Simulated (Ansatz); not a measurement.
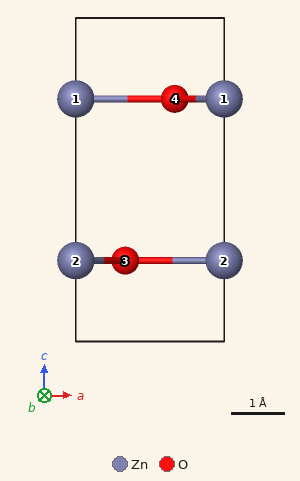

Energy scan for solid ZnO (P6_3/mmc), in which the cell is strained along z alone, with the atoms kept at their fractional coordinates. x, y and z are the Cartesian axes of the input. The picture shows the reference cell. Style: ball-and-stick. Shown: the cell of the calculation, along the b axis.

Level of theory: DFT PBE+D3(BJ), scalar-relativistic, plane waves, PAW in Ansatz 0.2.0. Settings: plane-wave cutoff 420 eV; k-point mesh 12 × 12 × 6; occupations gaussian; smearing width 0.05 eV; no spin polarisation. Energies (free energies at the smearing named) are counted from the relaxed crystal.

```xyz
4
Lattice="3.2663 0.0000 0.0000 -1.6331 2.8287 0.0000 0.0000 0.0000 6.1688" Properties=species:S:1:pos:R:3 pbc="T T T"
Zn    0.0000    0.0000    4.6266
Zn    0.0000    0.0000    1.5422
O     0.0000    1.8858    1.5422
O     1.6331    0.9429    4.6266
```

Q: Give the energy at each point (the strain: −0.1500, −0.1125, −0.0750, −0.0375, 0.0000, 0.0375, 0.0750, 0.1125, 0.1312, 0.1500).

A:
```
 strain  energy change (meV/atom)
−0.1500                      48.8
−0.1125                      22.7
−0.0750                       8.4
−0.0375                       1.7
 0.0000                       0.0
 0.0375                       1.4
 0.0750                       4.7
 0.1125                       9.1
 0.1312                      11.6
 0.1500                      14.2
```

Of the computed points the lowest is at the strain 0.00, 0.0 meV/atom. At the ends of the scan the energy is 48.8 meV/atom (−0.15) and 14.2 meV/atom (0.15). The distortion keeps the space group P6_3/mmc. At the strain −0.15 the cell of the drawing goes c 6.169 → 5.244 Å.
